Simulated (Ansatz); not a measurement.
Input file:

```
crystal:
  lattice:
    - [2.6943994669, 0.0, 0.0]
    - [-1.3471997335, 2.3334183863, 0.0]
    - [0.0, 0.0, 2.3329962032]
  atoms:
    - { symbol: Si, position: [0.0, 0.0, 0.0] }
basis:
  ecutwfc: 500
kpoints:
  mp_grid: { grid: [24, 24, 22] }
hamiltonian:
  xc: r2scan
scf:
  occupations: { method: gaussian, width: 0.15 }
output:
  forces: true
  stress: true
  eigenvalues: true
  write_density: true
  write_potential: true
  elf: true
  volumetric_format: npy
```

Run with:

```sh
ansatz run input.yaml --threads 1 --pin off --max-ram 2560MiB --backend cpu --events-out ev --progress --plain --runs-dir out
```

Below, planes, directions and counts refer to the conventional cell (a = 2.69 Å, b = 2.69 Å, c = 2.33 Å, α = 90.00°, β = 90.00°, γ = 120.00°).

Space group P6/mmm; a structure from a database of computed crystals, not necessarily the ambient phase; computed pressure about 5 GPa in this cell.

Method: Ansatz, DFT r2SCAN, scalar-relativistic, plane waves, PAW.

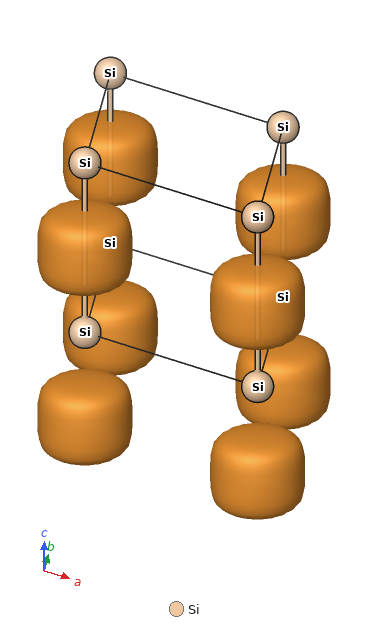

Si. Isosurface of the electron localisation function at 0.75 (orange), seen at an oblique angle. Core shells and regions of very low density are left out. Sticks mark near contacts.

Core electrons are frozen (PAW), and the valence fields are smoothed inside the atomic spheres.

Question: Describe the localisation domains.

Answer: At this value the surface marks out one region between bonded Si–Si atoms, counted in one cell of 1 atoms. Regions shared between cells count once. Along the contacts the grid gives the following. Si–Si (2.33 Å): the ELF peaks at about 0.95 between the atoms.
